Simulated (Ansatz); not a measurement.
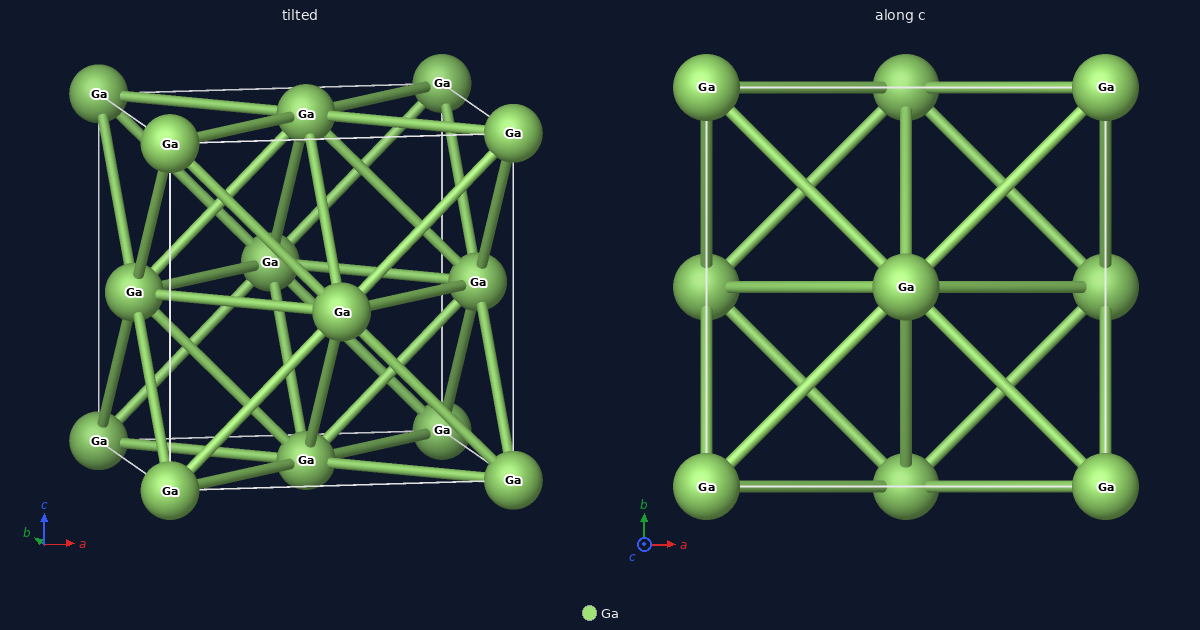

An orthographic ball-and-stick view of the structure, slightly off an axis and along the c axis. One conventional unit cell is outlined, and atoms on its boundary appear in each equivalent place.

Ga, space group Fm-3m (No. 225), a = 4.23 Å, b = 4.23 Å, c = 4.23 Å, α = 90.00°, β = 90.00°, γ = 90.00°.

The calculation used Ansatz, DFT PBE, spin-orbit coupling, plane waves, PAW, with a cutoff energy of 600 eV, k-points about 0.14 Å⁻¹ apart, Gaussian smearing of 0.05 eV, no moments seeded, so the run stays non-magnetic, spinor wavefunctions.

### How large a gap does the method give, if there is one?

A metal: bands cross the Fermi level.

### What is the pressure at this volume?

The computed pressure is 0.0 GPa, close to zero.

It derives from a structure type filled with this element by a generator (whether the element takes this form wasn't checked). The cell was then strained or its atoms displaced on purpose. A calculation with Ansatz used it as input.
